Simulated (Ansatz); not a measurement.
The calculation's input:

```
crystal:
  lattice:
    - [3.8016851341, 0.0, 0.0]
    - [0.0, 6.2886938855, 0.0]
    - [0.0, 0.0, 20.7958973402]
  atoms:
    - { symbol: Si, position: [0.0, 0.9369639535, 0.1923456312] }
    - { symbol: Si, position: [0.0, 0.5630360465, 0.1923456312] }
    - { symbol: Si, position: [0.5, 0.4369639535, 0.245118154] }
    - { symbol: Si, position: [0.5, 0.0630360465, 0.245118154] }
    - { symbol: Si, position: [0.5, 0.9330298456, 0.3512004366] }
    - { symbol: Si, position: [0.5, 0.5669701544, 0.3512004366] }
    - { symbol: Si, position: [0.0, 0.4261576321, 0.3941112618] }
    - { symbol: Si, position: [0.0, 0.0738423679, 0.3941112618] }
basis:
  ecutwfc: 420
kpoints:
  mp_grid: { grid: [7, 4, 1] }
hamiltonian:
  xc: lda
  pseudopotentials: { kind: paw, azcp: { folder: soft_1 } }
scf:
  occupations: { method: gaussian, width: 0.05 }
output:
  forces: true
  eigenvalues: true
  write_density: true
  write_potential: true
  elf: true
  volumetric_format: npy
efield:
  axis: 3
  dipole_correction: true
  ramp_width: 0.04
```

Launched as:

```sh
ansatz run input.yaml --threads 2 --pin off --max-ram 6144MiB --backend cpu --events-out ev --progress --plain --runs-dir out
```

Not relaxed (largest force 1.0 eV/Å); PAW files of the earlier set (soft_1).

The calculation used DFT LDA, scalar-relativistic, plane waves, PAW in Ansatz 0.2.0.

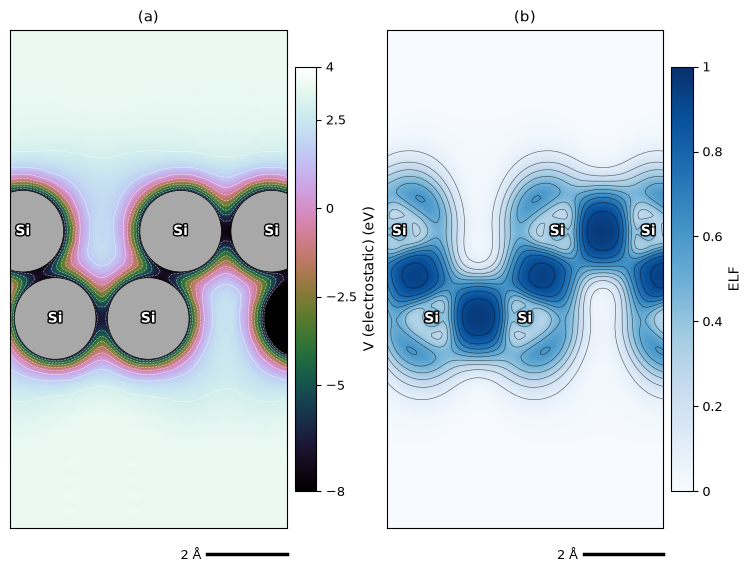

Si (slab). (a) electrostatic potential energy of an electron; (b) electron localisation function on the (100) plane of the calculation cell, a cut from vacuum to vacuum. Grey discs cover the atomic cores in the potential map.

Q: Describe what can be read from this map.

A: The plane passes through Si nuclei.
Si–Si (2.30 Å): the ELF peaks at about 0.95 between the atoms.
Si–Si (2.35 Å): the ELF peaks at about 0.95 between the atoms.
Outside the cores the potential energy rises away from the atoms and is highest in the vacuum; its zero is arbitrary.
